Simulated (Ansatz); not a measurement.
TiAl$_{3}$: density-of-states calculation

The run: density-of-states calculation of TiAl$_{3}$ (disordered cell, 16 atoms in the cell). Method and program: DFT r2SCAN, scalar-relativistic, plane waves, PAW, no spin polarisation (Ansatz 0.2.0).

It belongs to a series of runs on one base structure; here: atoms packed at random at 1.00 times the crystal's volume, relaxed. Figures and captions count atoms from 1; the log counts them from 0 in places.

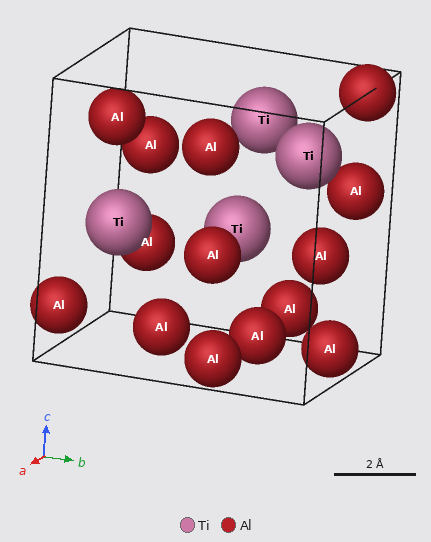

Figure 1. The structure (spheres-only view of the cell of the calculation, seen slightly off an axis). An atom can appear more than once, as a periodic image.

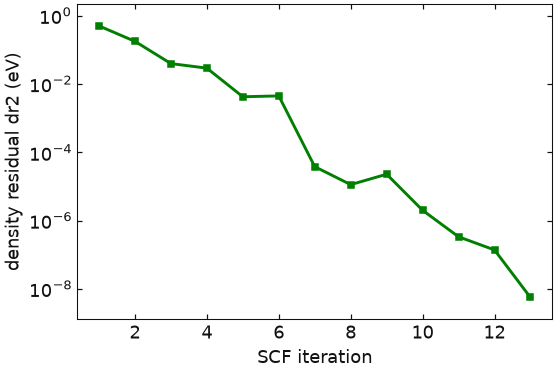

Figure 2. Convergence of the self-consistent field: density residual dr2 against the SCF iteration. The residual comes down, with one marked jump up, by a factor of about 2, at step 9.

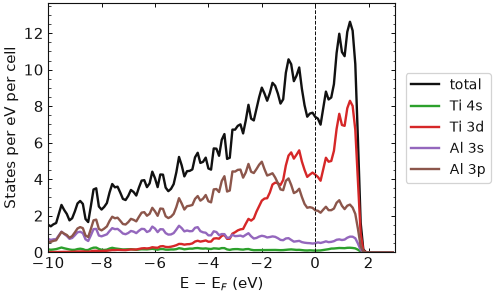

Figure 3. Density of states (projected on Löwdin-orthogonalised atomic shells), with energies from the Fermi level. There are states at the Fermi level: a metal at this level of theory.

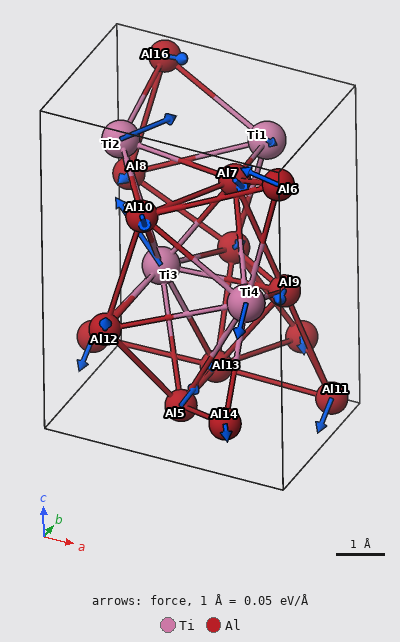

Figure 4. Forces on the atoms as blue arrows (ball-and-stick view of the cell of the calculation, seen slightly off an axis; atoms are numbered from 1 in the order of the input). The largest act on Ti3 (0.09 eV/Å); Ti2 (0.08 eV/Å); Al16 (0.06 eV/Å); Al6 (0.05 eV/Å), among others. The geometry is not a stationary point of this energy.

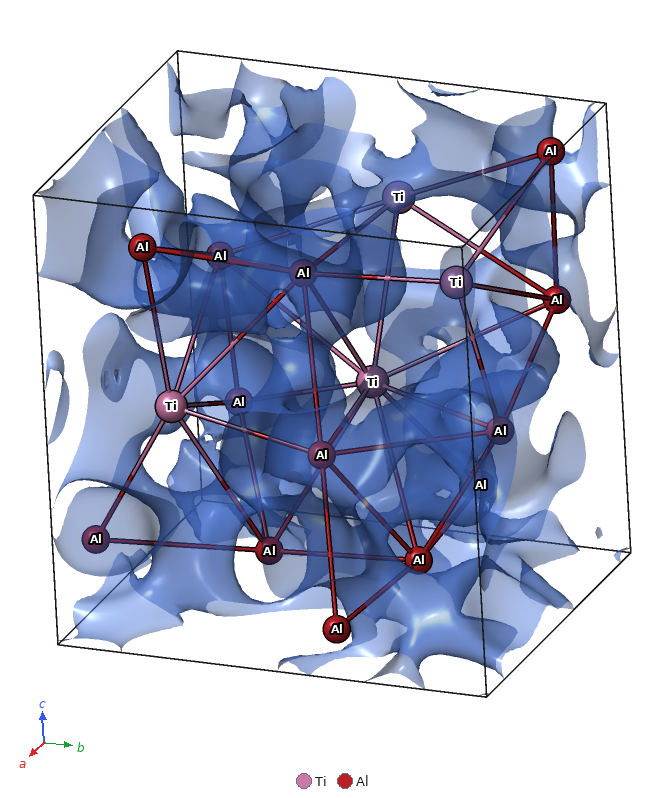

Figure 5. Isosurface of the ELF at 0.6 (blue), seen at an oblique angle. Only the valence region is drawn (cores and ρ < 0.01 e/Å³ removed). Sticks mark near contacts. The outline is the calculation cell. Values along the shortest contacts: Al–Al (2.54 Å): the ELF peaks at about 0.80 between the atoms (a shared electron pair). Ti–Al (2.63 Å): the ELF is about 0.40 at the midpoint (nearly free electrons, as in a simple metal). The fields are those of the smooth PAW valence density.

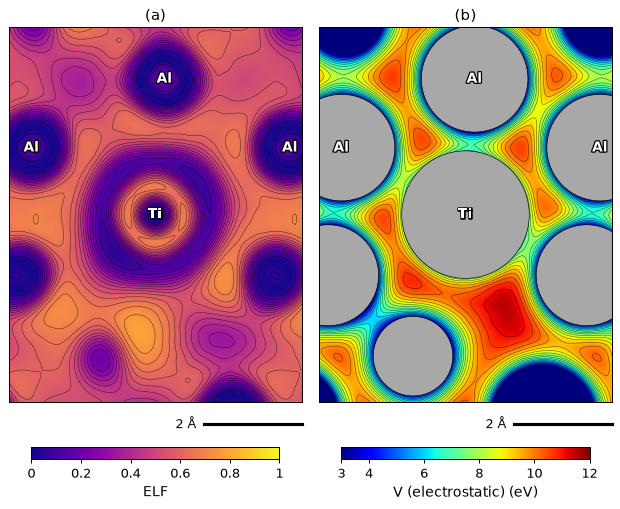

Figure 6. (a) electron localisation function; (b) electrostatic potential energy of an electron on the (010) plane of the calculation cell. Grey discs, where drawn, cover atomic cores. The section cuts through Ti and Al sites. The strong features right at Ti lie inside the PAW spheres (semicore, d or f shells) and say nothing about bonding. Outside the cores the potential energy rises away from the atoms and is highest about 1.6 Å from the nearest atoms; outside the discs it spans about 8 eV, and its zero is arbitrary.

The input that produced these results follows, with the program's output.

Input:
```yaml
crystal:
  lattice:
    - [5.226714, -0.099422, -0.664145]
    - [0.144163, 7.254583, -0.18416]
    - [-0.522473, -0.230999, 7.049375]
  atoms:
    - { symbol: Ti, position: [0.6693219375, 0.8644104955, 0.8006300926] }
    - { symbol: Ti, position: [0.1551785117, 0.5562391475, 0.7887070317] }
    - { symbol: Ti, position: [0.3258928826, 0.5320148708, 0.4305045892] }
    - { symbol: Ti, position: [0.7831222744, 0.2197305725, 0.4862406681] }
    - { symbol: Al, position: [0.4706310342, 0.3193703561, 0.0764446795] }
    - { symbol: Al, position: [0.9248510814, 0.2228395804, 0.8857094298] }
    - { symbol: Al, position: [0.6503109831, 0.4994822811, 0.7722577484] }
    - { symbol: Al, position: [0.0788970842, 0.8875593545, 0.5750419071] }
    - { symbol: Al, position: [0.8265079807, 0.5817262358, 0.4342029062] }
    - { symbol: Al, position: [0.3559827437, 0.2011609248, 0.6820925137] }
    - { symbol: Al, position: [0.9952455617, 0.6550779443, 0.1093731236] }
    - { symbol: Al, position: [0.2038998992, 0.1719028016, 0.3050765032] }
    - { symbol: Al, position: [0.5031207094, 0.6804557611, 0.1073007082] }
    - { symbol: Al, position: [0.754666249, 0.0150140262, 0.1572070702] }
    - { symbol: Al, position: [0.5133528549, 0.8924079951, 0.4240566627] }
    - { symbol: Al, position: [0.2187818597, 0.9425063306, 0.9564745172] }
basis:
  ecutwfc: 500
kpoints:
  mp_grid: { grid: [7, 5, 5] }
hamiltonian:
  xc: r2scan
scf:
  occupations: { method: gaussian, width: 0.1 }
  n_extra_bands: 8
output:
  forces: true
  stress: true
  eigenvalues: true
  populations: true
  dos:
    method: { smearing: { sigma: 0.1, scheme: gaussian } }
    projected: true
    de: 0.02
  write_density: true
  write_potential: true
  elf: true
  volumetric_format: npy
```

Command:
```bash
ansatz run input.yaml --threads 2 --pin off --max-ram 5120MiB --backend cpu --events-out ev --progress --plain --runs-dir out
```

Log:
```
scf.n_extra_bands = 8 over 42 filled bands (N_el = 84.0): the run solves 50 bands
Engine: ansatz 0.2.0, x86_64-unknown-linux-gnu
Pseudopotentials: kind: paw
Pseudopotential: Ti, paw, valence charge 12, recommended cutoff 500 eV (meta_gga), Ti.paw.azcp
Pseudopotential: Al, paw, valence charge 3, recommended cutoff 500 eV (meta_gga), Al.paw.azcp
Functional definition: r2SCAN
  parameter k0 = 0.174
  parameter k1 = 0.065
  parameter a1 = 4.9479
  exchange = r2scan_x(k0 = k0, k1 = k1, a1 = a1)
  correlation = r2scan_c
Crystal: 16 atoms, lattice volume = 264.670 Å³
Basis set: ecut = 500 eV, 6721 PW (Γ), exchange–correlation on 160×216×216 points (64 copies of the dense FFT grid, shifted against one another)
Bands: 50, of which v1, the nominal top of the filled ones, is band 42 counted from 1 (41 counted from 0)
Symmetry: 1 space group operations
Space group: P1 (ITA 1), of the structure as read, at distance tolerance 6.4e-5 Å
k-points: 88 of 175 (time reversal used)
Non-local potential: Ti, projectors of the file, l = 0: 3, l = 1: 2, l = 2: 3, l = 3: 1
Non-local potential: Al, projectors of the file, l = 0: 2, l = 1: 2, l = 2: 1
PAW form: soft (Blöchl's): semilocal exchange-correlation on the pseudo side does not see the compensation charge
PAW frozen core: Ti, regenerated for the run's functional (the file was generated under x = pbe(κ = 0.804, μ = 0.2195149727645171), c = pbe(β = 0.06672455060314922))
PAW frozen core: Al, regenerated for the run's functional (the file was generated under x = pbe(κ = 0.804, μ = 0.2195149727645171), c = pbe(β = 0.06672455060314922))
PAW one-centre angular grid: Ti, 590 points (default); XC on 160 Gauss nodes
PAW one-centre angular grid: Al, 302 points (default); XC on 160 Gauss nodes
Initial density: superposition of atomic densities (neutral atoms: chi_scale 0, normalization atom), corrected by the library's trained network
Initial wavefunctions: pseudopotential atomic-orbital guess
Functional: x = r2scan, c = r2scan; τ floored in thin density (d = 2e-4 eV/Å³)
SCF iter   1: F=—  HF=-16505.357302 eV  |F-HF|=—  |Δ(HF+E_count)|=         —  Δρ=1.16e-2  dr2=5.04e-1  dr2_τ=1.06e-1  ethr=1.77e-3  ⟨swp⟩=7.6  Hψ=20916  notcnv=0
preconditioner: auto → Kerker (q_TF=auto, 2.253 Å⁻¹)  [metal: Δε(μ)=0.001 eV  Ē_g=4.771 eV  σ=0.100 eV  W_gap=0.01  n_scr=52 (ndim 8)  ℏωp=16.5 eV  f_vac=0.000  D(μ)=7.29/eV (n_scr^D=50)]
SCF iter   2: F=—  HF=-16505.517493 eV  |F-HF|=—  |Δ(HF+E_count)|=   1.60e-1  Δρ=5.97e-3  dr2=1.78e-1  dr2_τ=1.52e-2  ethr=5.99e-4  ⟨swp⟩=3.0  Hψ=9505  notcnv=0  defer=135
SCF iter   3: F=—  HF=-16505.507076 eV  |F-HF|=—  |Δ(HF+E_count)|=   1.04e-2  Δρ=2.96e-3  dr2=3.97e-2  dr2_τ=9.33e-4  ethr=2.12e-4  ⟨swp⟩=2.1  Hψ=5741  notcnv=0  defer=135
SCF iter   4: F=—  HF=-16505.507544 eV  |F-HF|=—  |Δ(HF+E_count)|=   4.68e-4  Δρ=2.51e-3  dr2=2.92e-2  dr2_τ=1.04e-3  ethr=4.73e-5  ⟨swp⟩=2.0  Hψ=5679  notcnv=0  defer=135
SCF iter   5: F=—  HF=-16505.505836 eV  |F-HF|=—  |Δ(HF+E_count)|=   1.71e-3  Δρ=9.46e-4  dr2=4.24e-3  dr2_τ=4.48e-5  ethr=3.47e-5  ⟨swp⟩=1.9  Hψ=4424  notcnv=0  defer=135
SCF iter   6: F=—  HF=-16505.505808 eV  |F-HF|=—  |Δ(HF+E_count)|=   2.76e-5  Δρ=8.52e-4  dr2=4.49e-3  dr2_τ=1.37e-4  ethr=5.05e-6  ⟨swp⟩=2.0  Hψ=5304  notcnv=0  defer=135
SCF iter   7: F=—  HF=-16505.505530 eV  |F-HF|=—  |Δ(HF+E_count)|=   2.79e-4  Δρ=1.02e-4  dr2=3.80e-5  dr2_τ=8.13e-7  ethr=5.05e-6  ⟨swp⟩=2.0  Hψ=4781  notcnv=0  defer=135
SCF iter   8: F=—  HF=-16505.505602 eV  |F-HF|=—  |Δ(HF+E_count)|=   7.24e-5  Δρ=4.55e-5  dr2=1.13e-5  dr2_τ=3.39e-7  ethr=4.52e-8  ⟨swp⟩=2.0  Hψ=6446  notcnv=0  defer=135
SCF iter   9: F=—  HF=-16505.505604 eV  |F-HF|=—  |Δ(HF+E_count)|=   2.07e-6  Δρ=6.31e-5  dr2=2.28e-5  dr2_τ=7.39e-7  ethr=1.35e-8  ⟨swp⟩=2.0  Hψ=5796  notcnv=0  defer=135
SCF iter  10: F=—  HF=-16505.505603 eV  |F-HF|=—  |Δ(HF+E_count)|=   1.01e-6  Δρ=1.88e-5  dr2=2.00e-6  dr2_τ=8.57e-9  ethr=1.35e-8  ⟨swp⟩=2.0  Hψ=4947  notcnv=0  defer=135
SCF iter  11: F=—  HF=-16505.505603 eV  |F-HF|=—  |Δ(HF+E_count)|=   2.16e-7  Δρ=8.32e-6  dr2=3.35e-7  dr2_τ=1.04e-8  ethr=2.38e-9  ⟨swp⟩=2.1  Hψ=5257  notcnv=0  defer=135
SCF iter  12: F=—  HF=-16505.505603 eV  |F-HF|=—  |Δ(HF+E_count)|=   1.96e-8  Δρ=4.91e-6  dr2=1.38e-7  dr2_τ=5.21e-9  ethr=1.19e-10  ⟨swp⟩=18.5  Hψ=30910  notcnv=0
SCF iter  13: F=-16505.505603 eV  HF=-16505.505603 eV  |F-HF|=6.22e-10  |Δ(HF+E_count)|=  3.02e-10  Δρ=1.16e-6  dr2=5.58e-9  dr2_τ=2.33e-10  ethr=1.19e-10  ⟨swp⟩=9.4  Hψ=25884  notcnv=0
SCF 1 converged in 13 iterations: F = -16505.505603 eV  dr2 = 5.58e-9
  greatest PAW one-centre occupation: 1.001 electrons in one spin orbital (limit 2), on the Ti atom at site 1 (counted from 0), in its partial waves of l = 1
SCF converged after 13 iterations
Free energy (F): -16505.505603 eV
Harris-Foulkes:  -16505.505603 eV  (|F-HF|=6.22e-10)
Internal energy: -16505.468641 eV  (E = F + TS)
E sigma→0 (E₀):  -16505.487122 eV
Entropy (-TS):   -0.036962 eV (-2.310 meV/atom)
Fermi energy:    9.276095 eV
--- Per-component energies (eV) ---
  E_band       = -716.815546
  E_kinetic    = 1371.905518
  E_local      = -5281.835130  (includes V_loc(G=0)·N_el)
  E_nonlocal   = 151.853112
  E_hartree    = 2331.464649
  E_xc         = -814.316175
  E_vxc        = -906.927489  (∫ρ·V_xc dr)
  E_paw        = -9907.993180  (= ΣΔE_a)
  E_vpaw       = -765.660966  (= ΣTr[D̂ρ^β])
  E_aug_tail   = 0.000361  (compensation charges beyond the density's cutoff)
  E_vtau       = 50.920972  (kinetic-family band-sum trace: ∫τ·v_τ [+ j·A + Jᵃ·Aᵃ] dr)
  E_ewald      = -4354.812670
  E_core_change = -1.735125  (= ΣΔE_core)
  E_smearing   = -0.036962  (= −TS)
  E_closure    = -0.000000  (closes the sum)
  Σ components = -16505.505603   (vs F -16505.505603, Δ=0.00e0)
--- Forces (eV/Å), atoms counted from 1 ---
  atom   1  Ti     0.01078007     0.00759765    -0.00670304
  atom   2  Ti     0.04725321     0.06192332     0.01389297
  atom   3  Ti    -0.05632505     0.00843920     0.06676449
  atom   4  Ti    -0.00096253    -0.03231856    -0.03193439
  atom   5  Al     0.00895813     0.04175247     0.01367210
  atom   6  Al    -0.04407170     0.00523203     0.01178257
  atom   7  Al     0.00892911     0.02623748    -0.01901942
  atom   8  Al    -0.00922794    -0.01623928    -0.00938918
  atom   9  Al     0.00093042    -0.03867741    -0.00174364
  atom  10  Al     0.00055225     0.02665461    -0.02289954
  atom  11  Al    -0.00857178    -0.02350372    -0.03433652
  atom  12  Al     0.00261415    -0.01292394     0.01791700
  atom  13  Al    -0.00991762    -0.00929018    -0.00016469
  atom  14  Al     0.00593149    -0.00954517    -0.01806233
  atom  15  Al     0.01050786     0.01329266     0.00546080
  atom  16  Al     0.03261443    -0.04859870     0.01478800
  max |Σ_I F_I| component: 3.25e-5 eV/Å
--- Stress (GPa, compression-positive) ---
       -0.112893      -0.065102       0.022527
       -0.065102       0.162949      -0.038223
        0.022527      -0.038224      -0.141675
  P = ⅓ Tr σ = -0.0305 GPa (-0.305 kbar)
--- Band table (eV; the first three rows and the last of 88) ---
  k-point 0: bands = ["-49.9489", "-49.8759", "-49.8348", "-49.8022", "-25.1932", "-25.1754", "-25.1610", "-25.1398", "-25.1294", "-25.1138", "-25.0964", "-25.0834", "-25.0648", "-25.0593", "-25.0156", "-24.8785", "-1.5945", "0.9158", "1.2310", "1.6691", "2.3315", "3.4959", "3.7118", "4.1762", "4.5202", "4.9169", "5.2253", "5.8728", "6.0044", "6.2578", "6.3162", "6.7857", "7.1699", "7.3829", "7.5020", "7.6701", "7.7949", "8.0946", "8.1978", "8.6427", "8.7940", "9.0431", "9.4734", "9.6133", "9.6428", "9.8706", "9.9811", "10.5015", "10.6261", "10.7522"]
  k-point 1: bands = ["-49.9489", "-49.8759", "-49.8348", "-49.8022", "-25.1932", "-25.1754", "-25.1610", "-25.1398", "-25.1288", "-25.1137", "-25.0964", "-25.0835", "-25.0648", "-25.0593", "-25.0157", "-24.8790", "-1.4756", "0.4652", "1.2206", "1.6812", "2.9270", "3.1815", "3.4826", "4.1813", "4.5196", "5.0206", "5.5733", "6.0084", "6.2507", "6.3654", "6.5625", "6.7565", "6.9739", "7.2362", "7.4123", "7.5343", "7.8141", "8.1982", "8.2903", "8.5248", "8.7046", "8.9240", "9.1066", "9.5931", "9.7984", "10.0011", "10.0835", "10.3485", "10.4681", "10.6143"]
  k-point 2: bands = ["-49.9489", "-49.8759", "-49.8348", "-49.8022", "-25.1932", "-25.1754", "-25.1609", "-25.1398", "-25.1277", "-25.1137", "-25.0963", "-25.0838", "-25.0649", "-25.0594", "-25.0158", "-24.8799", "-1.1697", "-0.2399", "1.4079", "1.9097", "2.4394", "2.9569", "3.9676", "4.1505", "4.7218", "5.4391", "5.8927", "6.1621", "6.2238", "6.3970", "6.5556", "6.7362", "7.1388", "7.3011", "7.3937", "7.5894", "7.6507", "8.0212", "8.2162", "8.3846", "8.4940", "8.8073", "9.0485", "9.4793", "9.6009", "9.8560", "10.0198", "10.4097", "10.5210", "10.7611"]
  k-point 87: bands = ["-49.9488", "-49.8758", "-49.8349", "-49.8022", "-25.1939", "-25.1777", "-25.1617", "-25.1417", "-25.1273", "-25.1158", "-25.0937", "-25.0844", "-25.0689", "-25.0525", "-25.0169", "-24.8792", "-0.4761", "0.5589", "1.2096", "1.6993", "2.2294", "2.5186", "3.1541", "3.9332", "4.1170", "4.5279", "4.8381", "5.1013", "5.4981", "5.9847", "6.3152", "6.7787", "7.2782", "7.5822", "7.9047", "8.2446", "8.4285", "8.6438", "8.8858", "8.9682", "9.1329", "9.3107", "9.6779", "9.8158", "9.9981", "10.1467", "10.2785", "10.4095", "10.5976", "10.6967"]
--- Löwdin populations: 16 sites ---
  site symbol       q [e]
     0     Ti     11.4122
     1     Ti     11.4561
     2     Ti     11.4418
     3     Ti     11.4100
     4     Al      3.0148
     5     Al      3.0772
     6     Al      3.2674
     7     Al      3.1147
     8     Al      3.2327
     9     Al      3.1193
    10     Al      3.0568
    11     Al      3.1479
    12     Al      3.1653
    13     Al      3.0894
    14     Al      3.1879
    15     Al      3.0621
  spilling = 0.008861 (of n_electrons = 84.000000)
```

File populations.tsv:
```
# site	symbol	l	j	q
# orbitals = lowdin
# n_electrons = 84.000000
# spilling = 0.008861
0	Ti	0_3S	-	1.859270
0	Ti	0_4S	-	0.463153
0	Ti	1_3P	-	5.984564
0	Ti	2_3D	-	3.105228
1	Ti	0_3S	-	1.851913
1	Ti	0_4S	-	0.519712
1	Ti	1_3P	-	5.983483
1	Ti	2_3D	-	3.101039
2	Ti	0_3S	-	1.855677
2	Ti	0_4S	-	0.512076
2	Ti	1_3P	-	5.983633
2	Ti	2_3D	-	3.090396
3	Ti	0_3S	-	1.862878
3	Ti	0_4S	-	0.476068
3	Ti	1_3P	-	5.985310
3	Ti	2_3D	-	3.085768
4	Al	0_3S	-	0.864729
4	Al	1_3P	-	2.150026
5	Al	0_3S	-	0.874381
5	Al	1_3P	-	2.202828
6	Al	0_3S	-	0.866630
6	Al	1_3P	-	2.400782
7	Al	0_3S	-	0.851664
7	Al	1_3P	-	2.263045
8	Al	0_3S	-	0.889331
8	Al	1_3P	-	2.343345
9	Al	0_3S	-	0.830675
9	Al	1_3P	-	2.288670
10	Al	0_3S	-	0.897016
10	Al	1_3P	-	2.159825
11	Al	0_3S	-	0.888356
11	Al	1_3P	-	2.259498
12	Al	0_3S	-	0.792553
12	Al	1_3P	-	2.372785
13	Al	0_3S	-	0.882535
13	Al	1_3P	-	2.206836
14	Al	0_3S	-	0.878742
14	Al	1_3P	-	2.309127
15	Al	0_3S	-	0.818269
15	Al	1_3P	-	2.243878
```

Results in brief:

```csv
quantity,value
outcome,converged
electrons treated,84
free energy,−16505.5056 eV
Fermi energy,9.276 eV
gap on the k-point mesh,none (metallic)
pressure,−0.03 GPa
largest force (length of the vector),0.088 eV/Å
hardware,"2 threads of Intel Xeon @ 2.70GHz, 189 GiB of memory available, shared host"
wall time,3 min (CPU time 6 min)
peak memory,1.6 GiB
```
